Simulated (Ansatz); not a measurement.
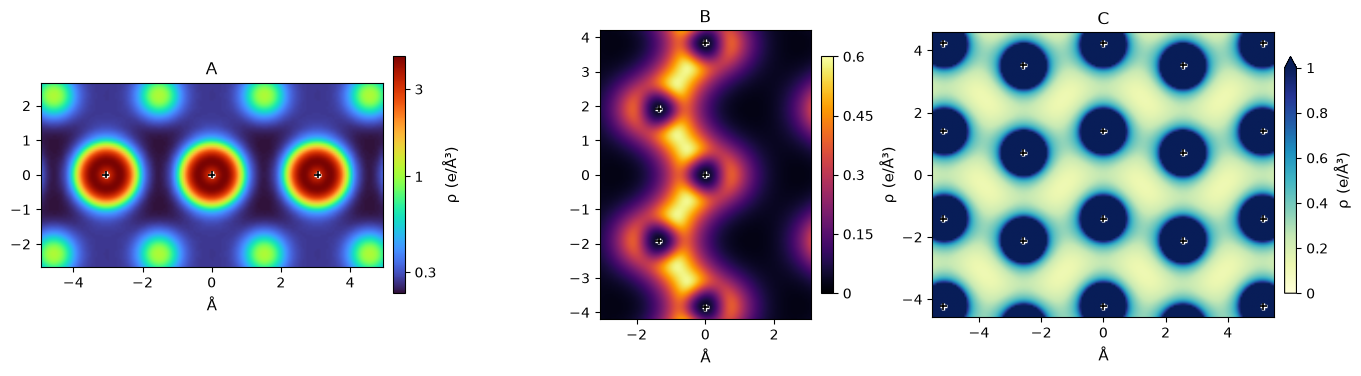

The valence charge density (pseudo) of 3 systems, each on a plane through atoms (crosses mark nuclei in the plane).

Level of theory: Ansatz 0.2.0, DFT r2SCAN, scalar-relativistic, plane waves, PAW.

System 1: Ge, the (100) plane of the conventional cell. Space group I4₁/amd; a structure from a database of computed crystals, not necessarily the ambient phase.

System 2: Ta, the (010) plane of the conventional cell. Space group P6₃/mmc; a structure from a database of computed crystals, not necessarily the ambient phase; computed pressure about −3 GPa in this cell.

```
Ta
1.0
     3.06183    0.00000    0.00000
    -1.53091    2.65162    0.00000
     0.00000    0.00000    4.63579
Ta
2
Direct
  0.66667 0.33333 0.75000
  0.33333 0.66667 0.25000
```

System 3: Si, the (011) plane of the conventional cell. Space group Fd-3m.

Q: Which map belongs to which system?

A: Panel A is system 2, Ta: the plane holds Ta. Ta–Ta (3.06 Å): ρ at the midpoint is about 0.24 e/Å³. Panel B is system 3, Si: the plane holds Si. Si–Si (2.36 Å): the density is about 0.58 e/Å³ at the midpoint. Panel C is system 1, Ge: the plane holds Ge. Ge–Ge (2.67 Å): ρ is about 0.34 e/Å³ halfway.
